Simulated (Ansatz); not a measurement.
System: Se, space group Fd-3m (No. 227) (one of a set of cubic test structures, which need not be the stable phase).

One of the inputs:
```
crystal:
  lattice:
    - [0.0, 3.145211547175, 3.145211547175]
    - [3.145211547175, 0.0, 3.145211547175]
    - [3.145211547175, 3.145211547175, 0.0]
  atoms:
    - { symbol: Se, position: [0, 0, 0] }
    - { symbol: Se, position: [0.25, 0.25, 0.25] }
kpoints:
  mp_grid: { grid: [9, 9, 9] }
hamiltonian:
  xc: r2scan
  pseudopotentials:
    kind: paw
    azcp:
      Se: "pseudopotentials/pbe/paw/ansatz_paw_generated_hard_1/Se.paw.azcp"
scf:
  occupations: { method: fermi_dirac, width: 0.1 }
  convergence: { dr2_threshold: "1e-9 eV" }
  max_iter: 300
output:
  forces: true
  stress: true
basis:
  xc_grid: 2
```

Command:
```bash
ansatz run input.yaml --threads 1
```

Calculation (Ansatz 0.2.0 development build): equation of state of a cubic crystal from periodic Kohn-Sham density functional theory without spin, third-order Birch-Murnaghan fit to the free energies; pressure corrected for the finite basis. Level: r2SCAN.

```json
{"setting": "structure type", "value": "diamond"}
{"setting": "atoms in cell", "value": "2"}
{"setting": "space group number", "value": "227"}
{"setting": "lattice centring", "value": "face-centred primitive"}
{"setting": "k mesh", "value": "9×9×9"}
{"setting": "occupation method", "value": "Fermi–Dirac"}
{"setting": "occupation width", "value": "0.1 eV"}
{"setting": "wave cutoff", "value": "700 eV"}
{"setting": "datasets", "value": "hard PAW"}
{"setting": "density tolerance", "value": "1e-09 eV"}
{"setting": "bands", "value": "20"}
{"setting": "density cutoff ratio", "value": "4"}
{"setting": "search for lower states", "value": "default"}
{"setting": "xc grid level", "value": "2"}
```

Describe the result: the energy above the lowest point and pressure against volume. The volume takes the values 29.21, 30.16, 31.11, 32.07, 33.02 Å³/atom.

A third-order Birch–Murnaghan fit gives V0 = 31.09 Å³/atom, B0 = 42 GPa and B′ = 4.1. The energy above the lowest point is 16.6 meV/atom at volume 29.21 Å³/atom and 14.2 meV/atom at 33.02 Å³/atom; the lowest computed point is at volume 31.11 Å³/atom (0.0 meV/atom). The pressure falls from 2.975 GPa at volume 29.21 Å³/atom to −2.239 GPa at 33.02 Å³/atom, and changes sign near 31.09 Å³/atom.

| volume (Å³/atom) | energy above the lowest point (meV/atom) | pressure (GPa) |
| --- | --- | --- |
| 29.21 | 16.6 | 2.975 |
| 30.16 | 3.8 | 1.355 |
| 31.11 | 0.0 | −0.040 |
| 32.07 | 3.8 | −1.223 |
| 33.02 | 14.2 | −2.239 |

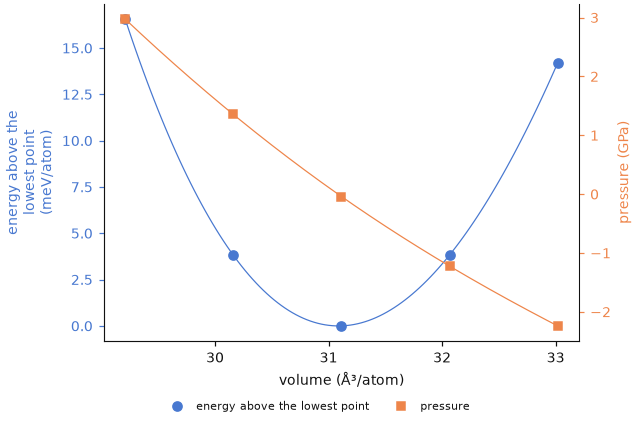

Limits of the calculation: cubic model structure, not the ambient form; modest k-mesh, values are not fully converged in k; pseudopotentials made with PBE, not this functional.
